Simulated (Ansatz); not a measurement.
SiO2

SiO2, 60 atoms, a = 10.29 Å, b = 11.99 Å, c = 10.07 Å, α = 90.00°, β = 90.00°, γ = 90.00°.

Space group Cccm; a structure from a database of computed crystals, not necessarily the ambient phase; not relaxed (largest force 0.5 eV/Å); computed pressure about 3 GPa in this cell.

The calculation used Ansatz 0.2.0, DFT, PBE, plane-wave PAW, default files, scalar-relativistic.

The density is the valence pseudo-density of a PAW calculation; it isn't the true density close to the nuclei.

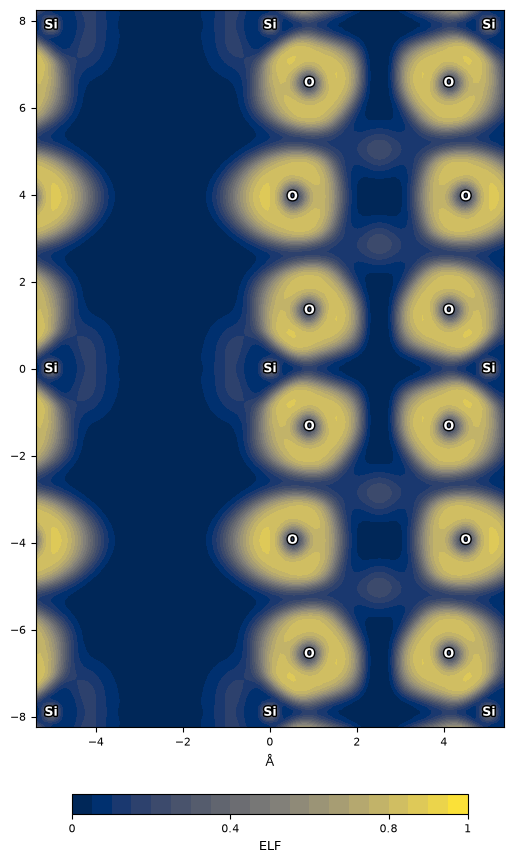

Figure 1. Electron localisation function on the (11̄0) plane of the conventional cell.

Read the bonding off the picture.

Answer.
- Atoms in the plane: Si and O.
- Atoms just off the plane (Si, 0.8 Å away) can leave unmarked features too.
- Si–O (1.62 Å): the ELF peaks at about 0.85 between the atoms, as expected for a shared but strongly polarised pair.
- The ELF also peaks beside O, away from the bonds: lone-pair regions.

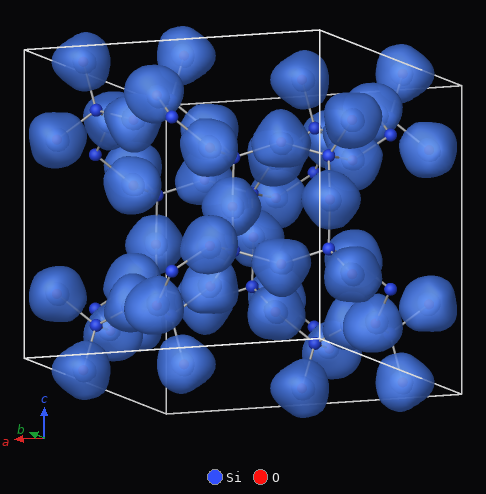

Figure 2. Isosurface of the ELF at 0.7 (blue), seen at an oblique angle. Only the valence region is drawn (cores and ρ < 0.01 e/Å³ removed). Sticks mark near contacts.

Where are the electrons localised?

Answer. At this value the surface marks out 40 regions on O in which the atom's valence shell and bonds are merged, counted in one cell of 60 atoms. Regions shared between cells count once.


Si–O (1.61 Å): the ELF peaks at about 0.85 between the atoms (a shared but strongly polarised pair).

Metal or insulator at this level of theory?

Answer. It is gapped, with a Kohn–Sham gap of 5.8 eV on the k-point mesh, an upper bound to the gap of this method.
